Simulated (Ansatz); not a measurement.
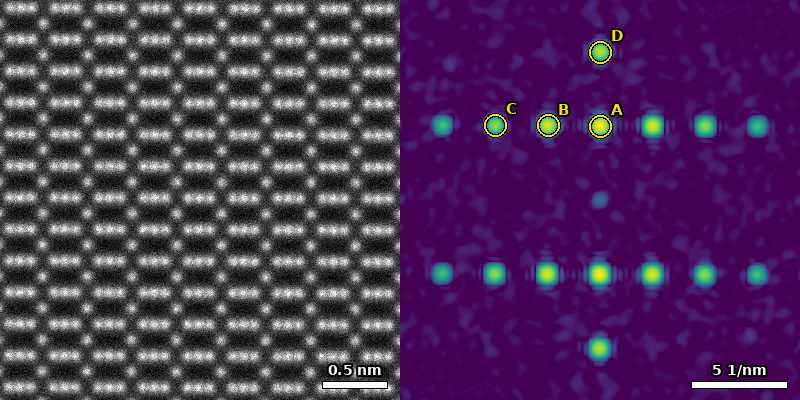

Integrated-DPC-like image of Ti (Pm-3n, No. 223) along [110]. Simulated as the projected potential of neutral atoms (B = 0.3 Å²) blurred by a 0.50 Å probe, the thin-sample limit of integrated differential phase contrast. Shot noise was added. Atomic positions: a calculation's starting geometry; the starting structure was generated, so it need not be a known form of this composition.

The right panel is the modulus of the image's Fourier transform on a logarithmic scale.

a = 5.044 Å, b = 5.044 Å, c = 5.044 Å, α = 90.00°, β = 90.00°, γ = 90.00°

**Index the marked spots and give their plane spacings (the zone axis points at the viewer; indices equivalent by symmetry, or all signs reversed, are as good).**

A: (0 0 -2), d = 2.52 Å; B: (-1 1 -2), d = 2.06 Å; C: (-2 2 -2), d = 1.46 Å; D: (0 0 -4), d = 1.26 Å. A and B enclose 35°, and every spot obeys the zone law hu + kv + lw = 0 for [110].
